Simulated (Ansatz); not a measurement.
```xyz
2
Lattice="2.7766 0.0000 0.0000 -1.3883 2.4046 0.0000 0.0000 0.0000 4.9511" Properties=species:S:1:pos:R:3 pbc="T T T"
W     0.0000    1.6031    3.7133
W     1.3883    0.8015    1.2378
```

Space group P6₃/mmc; a generated structure, not necessarily the stable one.

Computed with Ansatz, DFT PBE, scalar-relativistic, plane waves, PAW.

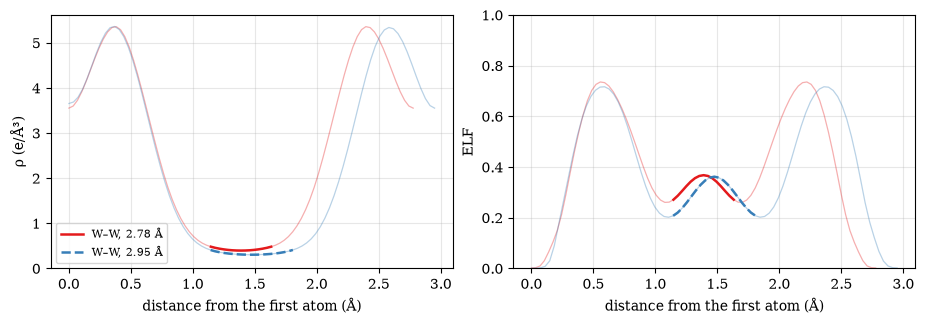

W. Valence electron density and ELF along straight lines between neighbouring atoms. Thin, pale parts lie inside the atomic spheres.

Core electrons are frozen (PAW), and the valence fields are smoothed inside the atomic spheres.

Compare the contacts.

W–W (2.78 Å): ρ is about 0.4 e/Å³ halfway; the ELF is about 0.35 at the midpoint.
W–W (2.95 Å): ρ is about 0.31 e/Å³ halfway; the ELF is about 0.35 at the midpoint.
